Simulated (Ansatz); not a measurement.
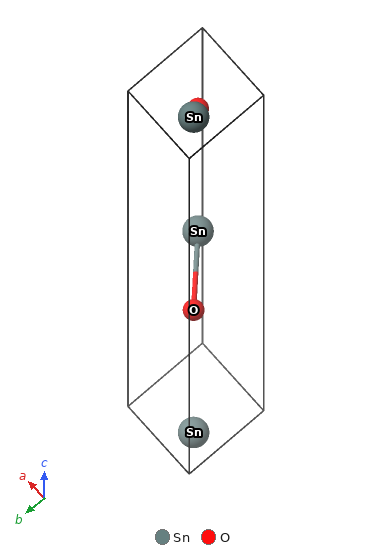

View from a general direction, drawn as a ball-and-stick model. Lines trace the edges of the conventional unit cell.

SnO, space group P6_3mc (No. 186), a = 3.30 Å, b = 3.30 Å, c = 9.22 Å, α = 90.00°, β = 90.00°, γ = 120.00°.

Method used: Ansatz, DFT, HSE06 with spin-orbit coupling, plane waves, PAW. It ran with a kinetic-energy cutoff of 420 eV, k-grid 6×6×2, no moments seeded, so the run stays non-magnetic, spinor wavefunctions.

What is the band gap, if any?

A semiconductor at this level, with a gap of 1.91 eV, indirect; the smallest direct gap is 2.26 eV.

Starting structure: a structure type filled with these elements by a generator (whether the compound takes this form wasn't checked). Earlier steps of the study, as a rule a relaxation of our own, may have changed the cell and positions, so they can lie some per cent off the listed ones. A calculation with Ansatz used it as input.
